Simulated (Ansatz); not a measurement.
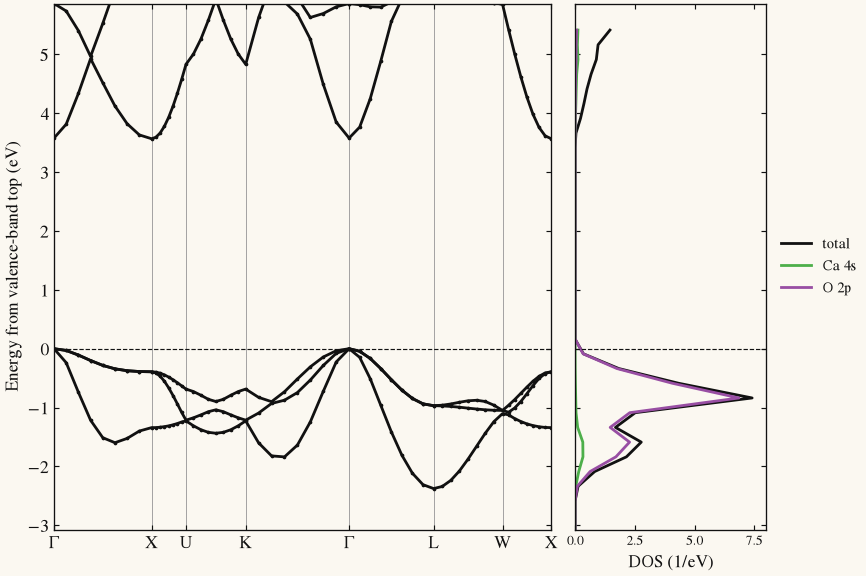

Simulated data, not a measurement (program: Ansatz).

Band structure and density of states. Energies are counted from the top of the valence band. The path runs straight from each named point to the next. The partial curves are projected on Löwdin-orthogonalised atomic shells; they sum to less than the total at higher energies, where shells without a projector contribute.

Input of the run:

```
crystal:
  lattice:
    - [0.0, 2.51382529, 2.51382529]
    - [2.51382529, 0.0, 2.51382529]
    - [2.51382529, 2.51382529, 0.0]
  atoms:
    - { symbol: Ca, position: [0.0, 0.0, 0.0] }
    - { symbol: O, position: [0.5, 0.5, 0.5] }
  symmetry: { tolerance: 0.0003 }
kpoints:
  mp_grid: { grid: [9, 9, 9], shift: [0, 0, 0] }
  band_path:
    path:
      - [0.0, 0.0, 0.0]
      - [0.5, 0.0, 0.5]
      - [0.625, 0.25, 0.625]
      - [0.375, 0.375, 0.75]
      - [0.0, 0.0, 0.0]
      - [0.5, 0.5, 0.5]
      - [0.5, 0.25, 0.75]
      - [0.5, 0.0, 0.5]
    npoints: 8
magnetization:
  spin_polarized: false
scf:
  occupations: { method: fermi_dirac, width: 0.0625 }
  lower_state_search: "off"
  max_iter: 200
hamiltonian:
  pseudopotentials: { kind: paw }
  xc: pbesol
basis:
  ecutwfc: 420
  fft_grid_basis: typed
output:
  forces: true
  stress: true
  eigenvalues: true
  bader: true
  populations: true
  elf: true
  write_potential: true
  volumetric_format: npy
  dos:
    e_range: [-12, 8]
    de: 0.05
    projected: { site_lists: { Ca: [Ca], O: [O] } }
checkpoint:
  read: saved_state
```

Question: What does the band structure say about the gap?

Answer: The bands leave a gap. The gap along this path is 3.57 eV, from the valence-band top at Γ to the conduction-band bottom at X; the smallest direct gap, at Γ, is only slightly larger at 3.58 eV.

Question: Which states form the top of the valence band?

Answer: By projected weight, the top eV of the valence band is O 2p almost alone.

The cell is at −13 GPa in this functional.
